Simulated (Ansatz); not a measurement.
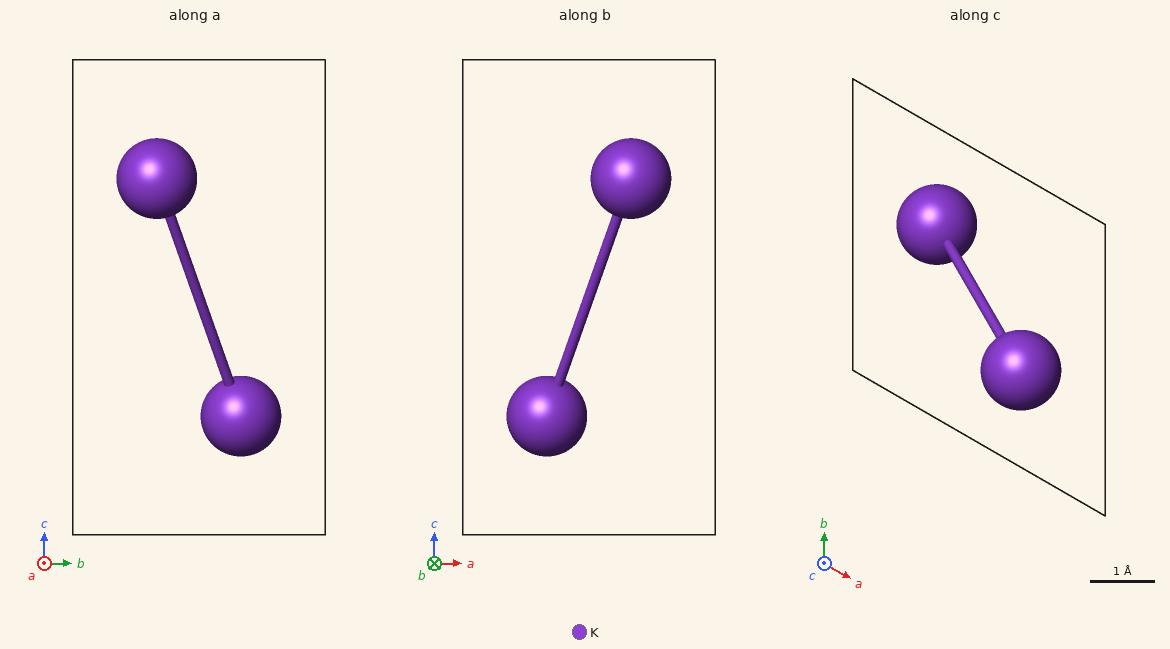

The figure gives a ball-and-stick picture of the atoms, viewed along the a axis, along the b axis and along the c axis. The frame is the conventional unit cell; atoms at its boundary are shown with their periodic copies.

Lattice parameters: a = 4.587 Å, b = 4.587 Å, c = 7.480 Å, α = 90.00°, β = 90.00°, γ = 120.00°. Put a along x and b in the xy plane.

Give the structure in the form of a POSCAR file.

```
K
1.0
     4.587    0.000    0.000
    -2.294    3.973    0.000
     0.000    0.000    7.480
K
2
Direct
  0.3333 0.6667 0.2500
  0.6667 0.3333 0.7500
```

The structure was taken from a structure type filled with this element by a generator (whether the element takes this form wasn't checked). Earlier steps of the study may have refined or changed the cell and positions. A calculation with Ansatz used it as input.
